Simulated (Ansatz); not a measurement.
## ZrSi2O6: geometry relaxation (part 5 of 5)

The same run, continued: ZrSi2O6 (C222, 9 atoms in the cell); DFT PBE, scalar-relativistic, plane waves, PAW, no spin polarisation (Ansatz 0.2.0); cutoff 420 eV, 6×6×4 k-mesh, fixed occupations. The structure was made by a generator, so it may or may not be a known phase.

Geometry of the input (Å; fractional positions):
```
2.6052  -4.9835  0.0000
2.6052  4.9835  0.0000
0.0000  0.0000  6.0390
Zr 0.5000  0.5000  0.5000
Si 0.0000  0.5000  0.8447
Si 0.5000  -0.0000  0.1553
O  0.8234  0.5873  0.6895
O  0.2231  0.7769  0.0000
O  0.5873  0.8234  0.3105
O  0.1766  0.4127  0.6895
O  0.7769  0.2231  0.0000
O  0.4127  0.1766  0.3105
```

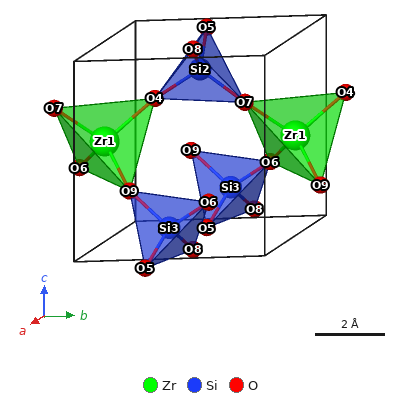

Figure 1. The geometry at step 3 of the log (polyhedral view of the reduced cell, seen slightly off an axis; polyhedra are completed across the faces of the cell; atoms are numbered from 1 in the order of the input).

Trajectory as extended XYZ, continued
```
9
Lattice="2.6052 -4.9835 0.0000 2.6052 4.9835 0.0000 0.0000 0.0000 6.0390" Properties=species:S:1:pos:R:3:forces:R:3 step=9 energy=-8871.51597
Zr    2.5761    0.0030    3.0195   -0.0058   0.0000   0.0000
Si    1.3155    2.5015    5.1067   -0.0150  -0.0059  -0.0535
Si    1.3155   -2.4954    0.9323   -0.0150   0.0059   0.0535
O     3.6427   -1.1661    4.1780   -0.0080   0.0219  -0.0158
O     2.6692    2.7554   -0.0677    0.0243   0.0178  -0.0154
O     3.6427    1.1721    1.8610   -0.0080  -0.0219   0.0158
O     1.5052    1.1873    4.1570    0.0017  -0.0144  -0.0219
O     2.6692   -2.7554    0.0677    0.0243  -0.0178   0.0154
O     1.5052   -1.1812    1.8820    0.0017   0.0144   0.0219
9
Lattice="2.6052 -4.9835 0.0000 2.6052 4.9835 0.0000 0.0000 0.0000 6.0390" Properties=species:S:1:pos:R:3:forces:R:3 step=12 energy=-8871.52318
Zr    2.5340    0.0030    3.0195   -0.0010   0.0000   0.0000
Si    1.3341    2.5148    5.1103    0.0006  -0.0014  -0.0014
Si    1.3341   -2.5087    0.9288    0.0006   0.0014   0.0014
O     3.5973   -1.1443    4.2112   -0.0011   0.0000   0.0015
O     2.7649    2.7414   -0.1709    0.0017  -0.0002  -0.0018
O     3.5973    1.1503    1.8279   -0.0011   0.0000  -0.0015
O     1.4575    1.2090    4.1329   -0.0007   0.0003  -0.0008
O     2.7649   -2.7414    0.1709    0.0017   0.0002   0.0018
O     1.4575   -1.2030    1.9061   -0.0007  -0.0003   0.0008
9
Lattice="2.6052 -4.9835 0.0000 2.6052 4.9835 0.0000 0.0000 0.0000 6.0390" Properties=species:S:1:pos:R:3:forces:R:3 step=14 energy=-8871.52320
Zr    2.5327    0.0030    3.0195   -0.0004   0.0000   0.0000
Si    1.3347    2.5152    5.1105    0.0000   0.0001   0.0001
Si    1.3347   -2.5092    0.9286    0.0000  -0.0001  -0.0001
O     3.5956   -1.1434    4.2127   -0.0001   0.0001   0.0001
O     2.7680    2.7408   -0.1742    0.0004  -0.0001  -0.0002
O     3.5956    1.1494    1.8263   -0.0001  -0.0001  -0.0001
O     1.4561    1.2100    4.1320   -0.0001   0.0000  -0.0001
O     2.7680   -2.7408    0.1742    0.0004   0.0001   0.0002
O     1.4561   -1.2039    1.9071   -0.0001   0.0000   0.0001
9
Lattice="2.6052 -4.9835 0.0000 2.6052 4.9835 0.0000 0.0000 0.0000 6.0390" Properties=species:S:1:pos:R:3:forces:R:3 step=16 energy=-8871.52320
Zr    2.5324    0.0030    3.0195    0.0000   0.0000   0.0000
Si    1.3349    2.5153    5.1105    0.0000   0.0000   0.0000
Si    1.3349   -2.5093    0.9285    0.0000   0.0000   0.0000
O     3.5954   -1.1432    4.2130    0.0000   0.0000   0.0000
O     2.7686    2.7407   -0.1748    0.0000   0.0000  -0.0001
O     3.5954    1.1493    1.8261    0.0000   0.0000   0.0000
O     1.4558    1.2101    4.1318    0.0000   0.0000   0.0000
O     2.7686   -2.7407    0.1748    0.0000   0.0000   0.0001
O     1.4558   -1.2041    1.9072    0.0000   0.0000   0.0000
9
Lattice="2.6052 -4.9835 0.0000 2.6052 4.9835 0.0000 0.0000 0.0000 6.0390" Properties=species:S:1:pos:R:3:forces:R:3 step=1 energy=-8871.51319
Zr    2.6022    0.0000    3.0169    0.0000   0.0549   0.0000
Si    1.2975    2.4918    5.0998   -0.0565  -0.0328  -0.0003
Si    1.3017   -2.4918    0.9366    0.0565  -0.0328   0.0003
O     3.6710   -1.1764    4.1604    0.0033  -0.0038   0.0053
O     2.6052    2.7595   -0.0026    0.0000   0.0129   0.0000
O     3.6732    1.1764    1.8713   -0.0032  -0.0037   0.0053
O     1.5311    1.1764    4.1626    0.0032  -0.0037  -0.0053
O     2.6052   -2.7595   -0.0026    0.0000   0.0128   0.0000
O     1.5334   -1.1764    1.8734   -0.0033  -0.0038  -0.0053
9
Lattice="2.6052 -4.9835 0.0000 2.6052 4.9835 0.0000 0.0000 0.0000 6.0390" Properties=species:S:1:pos:R:3:forces:R:3 step=3 energy=-8871.51337
Zr    2.6022    0.0032    3.0169    0.0000   0.0068   0.0000
Si    1.2955    2.4906    5.0999   -0.0329  -0.0093   0.0004
Si    1.3036   -2.4929    0.9366    0.0329  -0.0093  -0.0004
O     3.6657   -1.1740    4.1658    0.0076   0.0006   0.0014
O     2.6052    2.7544   -0.0026    0.0000   0.0058   0.0000
O     3.6782    1.1788    1.8764   -0.0071  -0.0004   0.0023
O     1.5262    1.1788    4.1574    0.0071  -0.0004  -0.0023
O     2.6052   -2.7649   -0.0026    0.0000   0.0056   0.0000
O     1.5386   -1.1740    1.8681   -0.0076   0.0006  -0.0014
9
Lattice="2.6052 -4.9835 0.0000 2.6052 4.9835 0.0000 0.0000 0.0000 6.0390" Properties=species:S:1:pos:R:3:forces:R:3 step=5 energy=-8871.51340
Zr    2.6022    0.0030    3.0169    0.0000  -0.0002   0.0000
Si    1.2951    2.4905    5.0999   -0.0001  -0.0001   0.0000
Si    1.3040   -2.4930    0.9366    0.0001  -0.0001   0.0000
O     3.6668   -1.1742    4.1652   -0.0002   0.0003  -0.0002
O     2.6052    2.7550   -0.0026    0.0000  -0.0001   0.0000
O     3.6773    1.1785    1.8760   -0.0001  -0.0001   0.0001
O     1.5270    1.1785    4.1579    0.0001  -0.0001  -0.0001
O     2.6052   -2.7641   -0.0026    0.0000   0.0002   0.0000
O     1.5375   -1.1742    1.8686    0.0002   0.0003   0.0002
9
Lattice="2.6052 -4.9835 0.0000 2.6052 4.9835 0.0000 0.0000 0.0000 6.0390" Properties=species:S:1:pos:R:3:forces:R:3 step=7 energy=-8871.51340
Zr    2.6022    0.0030    3.0169    0.0000   0.0000   0.0000
Si    1.2951    2.4905    5.0999    0.0000   0.0000   0.0000
Si    1.3040   -2.4930    0.9366    0.0000   0.0000   0.0000
O     3.6668   -1.1742    4.1652    0.0000   0.0000   0.0000
O     2.6052    2.7549   -0.0026    0.0000   0.0000   0.0000
O     3.6773    1.1785    1.8760    0.0000   0.0000   0.0000
O     1.5270    1.1785    4.1579    0.0000   0.0000   0.0000
O     2.6052   -2.7641   -0.0026    0.0000   0.0000   0.0000
O     1.5375   -1.1742    1.8687    0.0000   0.0000   0.0000
9
Lattice="2.6052 -4.9835 0.0000 2.6052 4.9835 0.0000 0.0000 0.0000 6.0390" Properties=species:S:1:pos:R:3:forces:R:3 step=3 energy=-8871.51337
Zr    2.6082   -0.0032    3.0221    0.0000  -0.0068   0.0000
Si    1.3097    2.4929    5.1025    0.0329   0.0093   0.0004
Si    1.3016   -2.4906    0.9392   -0.0329   0.0093  -0.0004
O     3.6842   -1.1788    4.1626   -0.0071   0.0004  -0.0023
O     2.6052    2.7649    0.0026    0.0000  -0.0057   0.0000
O     3.6718    1.1740    1.8733    0.0076  -0.0006  -0.0014
O     1.5446    1.1740    4.1710   -0.0076  -0.0006   0.0014
O     2.6052   -2.7544    0.0026    0.0000  -0.0058   0.0000
O     1.5322   -1.1788    1.8816    0.0071   0.0004   0.0023
9
Lattice="2.6052 -4.9835 0.0000 2.6052 4.9835 0.0000 0.0000 0.0000 6.0390" Properties=species:S:1:pos:R:3:forces:R:3 step=5 energy=-8871.51340
Zr    2.6082   -0.0030    3.0221    0.0000   0.0002   0.0000
Si    1.3101    2.4930    5.1025    0.0001   0.0001   0.0000
Si    1.3012   -2.4905    0.9392   -0.0001   0.0001   0.0000
O     3.6833   -1.1785    4.1631   -0.0001   0.0001  -0.0001
O     2.6052    2.7641    0.0026    0.0000  -0.0002   0.0000
O     3.6729    1.1742    1.8739   -0.0002  -0.0003   0.0002
O     1.5436    1.1742    4.1704    0.0002  -0.0003  -0.0002
O     2.6052   -2.7550    0.0026    0.0000   0.0001   0.0000
O     1.5331   -1.1785    1.8812    0.0001   0.0001   0.0001
9
Lattice="2.6052 -4.9835 0.0000 2.6052 4.9835 0.0000 0.0000 0.0000 6.0390" Properties=species:S:1:pos:R:3:forces:R:3 step=7 energy=-8871.51340
Zr    2.6082   -0.0030    3.0221    0.0000   0.0000   0.0000
Si    1.3101    2.4930    5.1025    0.0000   0.0000   0.0000
Si    1.3012   -2.4905    0.9392    0.0000   0.0000   0.0000
O     3.6834   -1.1785    4.1631    0.0000   0.0000   0.0000
O     2.6052    2.7641    0.0026    0.0000   0.0000   0.0000
O     3.6729    1.1742    1.8739    0.0000   0.0000   0.0000
O     1.5436    1.1742    4.1704    0.0000   0.0000   0.0000
O     2.6052   -2.7549    0.0026    0.0000   0.0000   0.0000
O     1.5331   -1.1785    1.8812    0.0000   0.0000   0.0000
9
Lattice="2.6052 -4.9835 0.0000 2.6052 4.9835 0.0000 0.0000 0.0000 6.0390" Properties=species:S:1:pos:R:3:forces:R:3 step=3 energy=-8871.51328
Zr    2.6052   -0.0026    3.0215    0.0000   0.0000  -0.0026
Si    1.3001    2.4904    5.1007    0.0000   0.0000  -0.0030
Si    1.3051   -2.4931    0.9374    0.0000   0.0000  -0.0030
O     3.6767   -1.1800    4.1640    0.0022  -0.0018   0.0018
O     2.6028    2.7569   -0.0003    0.0047   0.0000   0.0007
O     3.6735    1.1727    1.8748   -0.0022  -0.0017   0.0018
O     1.5337    1.1748    4.1640   -0.0022   0.0018   0.0018
O     2.6076   -2.7621   -0.0003   -0.0047   0.0000   0.0007
O     1.5369   -1.1780    1.8748    0.0022   0.0017   0.0018
9
Lattice="2.6052 -4.9835 0.0000 2.6052 4.9835 0.0000 0.0000 0.0000 6.0390" Properties=species:S:1:pos:R:3:forces:R:3 step=5 energy=-8871.51328
Zr    2.6052   -0.0026    3.0217    0.0000   0.0000   0.0000
Si    1.3001    2.4904    5.1006    0.0000   0.0000   0.0000
Si    1.3051   -2.4931    0.9374    0.0000   0.0000   0.0000
O     3.6772   -1.1799    4.1641    0.0000   0.0000   0.0000
O     2.6030    2.7569   -0.0005   -0.0001   0.0000   0.0000
O     3.6731    1.1729    1.8749    0.0000  -0.0001   0.0000
O     1.5332    1.1747    4.1641    0.0000   0.0000   0.0000
O     2.6074   -2.7621   -0.0005    0.0001   0.0000   0.0000
O     1.5373   -1.1781    1.8749    0.0000   0.0001   0.0000
9
Lattice="2.6052 -4.9835 0.0000 2.6052 4.9835 0.0000 0.0000 0.0000 6.0390" Properties=species:S:1:pos:R:3:forces:R:3 step=7 energy=-8871.51328
Zr    2.6052   -0.0026    3.0217    0.0000   0.0000   0.0000
Si    1.3001    2.4904    5.1006    0.0000   0.0000   0.0000
Si    1.3051   -2.4931    0.9374    0.0000   0.0000   0.0000
O     3.6772   -1.1799    4.1641    0.0000   0.0000   0.0000
O     2.6030    2.7569   -0.0005    0.0000   0.0000   0.0000
O     3.6731    1.1729    1.8749    0.0000   0.0000   0.0000
O     1.5332    1.1747    4.1641    0.0000   0.0000   0.0000
O     2.6074   -2.7621   -0.0005    0.0000   0.0000   0.0000
O     1.5373   -1.1781    1.8749    0.0000   0.0000   0.0000
9
Lattice="2.6052 -4.9835 0.0000 2.6052 4.9835 0.0000 0.0000 0.0000 6.0390" Properties=species:S:1:pos:R:3:forces:R:3 step=2 energy=-8871.51327
Zr    2.6052    0.0026    3.0180    0.0000   0.0000  -0.0076
Si    1.3051    2.4931    5.1015    0.0000   0.0000   0.0123
Si    1.3001   -2.4904    0.9383    0.0000   0.0000   0.0123
O     3.6737   -1.1728    4.1642   -0.0017   0.0023  -0.0009
O     2.6078    2.7621    0.0003   -0.0141   0.0000  -0.0068
O     3.6765    1.1800    1.8750    0.0017   0.0023  -0.0009
O     1.5367    1.1780    4.1642    0.0017  -0.0023  -0.0009
O     2.6026   -2.7569    0.0003    0.0141   0.0000  -0.0068
O     1.5339   -1.1747    1.8750   -0.0017  -0.0023  -0.0009
9
Lattice="2.6052 -4.9835 0.0000 2.6052 4.9835 0.0000 0.0000 0.0000 6.0390" Properties=species:S:1:pos:R:3:forces:R:3 step=5 energy=-8871.51328
Zr    2.6052    0.0026    3.0174    0.0000   0.0000   0.0000
Si    1.3051    2.4931    5.1017    0.0000   0.0000   0.0000
Si    1.3001   -2.4904    0.9384    0.0000   0.0000   0.0000
O     3.6731   -1.1729    4.1641    0.0000   0.0001   0.0000
O     2.6074    2.7621    0.0005    0.0001   0.0000   0.0000
O     3.6772    1.1799    1.8749    0.0000   0.0000   0.0000
O     1.5373    1.1781    4.1641    0.0000  -0.0001   0.0000
O     2.6030   -2.7569    0.0005   -0.0001   0.0000   0.0000
O     1.5332   -1.1747    1.8749    0.0000   0.0000   0.0000
9
Lattice="2.6052 -4.9835 0.0000 2.6052 4.9835 0.0000 0.0000 0.0000 6.0390" Properties=species:S:1:pos:R:3:forces:R:3 step=7 energy=-8871.51328
Zr    2.6052    0.0026    3.0174    0.0000   0.0000   0.0000
Si    1.3051    2.4931    5.1017    0.0000   0.0000   0.0000
Si    1.3001   -2.4904    0.9384    0.0000   0.0000   0.0000
O     3.6731   -1.1729    4.1641    0.0000   0.0000   0.0000
O     2.6074    2.7621    0.0005    0.0000   0.0000   0.0000
O     3.6772    1.1799    1.8749    0.0000   0.0000   0.0000
O     1.5373    1.1781    4.1641    0.0000   0.0000   0.0000
O     2.6030   -2.7569    0.0005    0.0000   0.0000   0.0000
O     1.5332   -1.1747    1.8749    0.0000   0.0000   0.0000
```

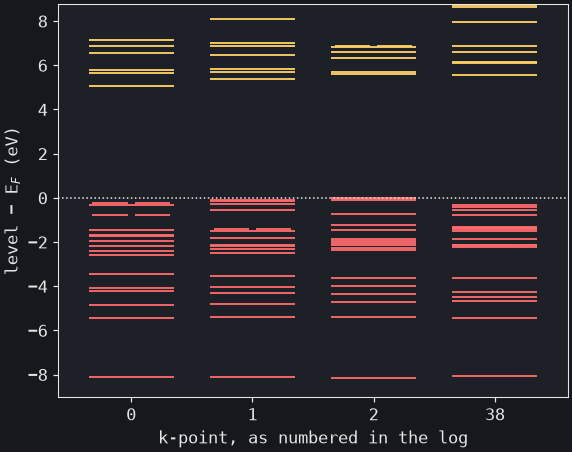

Figure 2. Kohn–Sham levels near the Fermi level (dotted) at the few k-points that the log prints; levels within 0.02 eV of each other stand side by side. Among these points the highest filled and lowest empty levels are 5.06 eV apart, which is the gap on the mesh.

Key numbers

```csv
quantity,value
outcome,converged
space group (tolerance 0.01 Å),C222 (21)
electrons treated,56
free energy,−8871.5134 eV
Fermi energy,1.482 eV
gap on the k-point mesh,5.05 eV
pressure,0.00 GPa
final volume,156.81 Å³
bulk modulus (Hill),99.2 GPa
shear modulus (Hill),7.3 GPa
largest force (length of the vector) at the end,under 0.001 eV/Å
final cell,"a = 5.623 Å, b = 5.623 Å, c = 6.039 Å, α = 90.00°, β = 90.00°, γ = 124.80°"
elastic stability,unstable
hardware,"4 threads of Arm Neoverse V2, 24 GiB of memory available, shared host"
wall time,12 min (CPU time 45 min)
peak memory,0.7 GiB
```
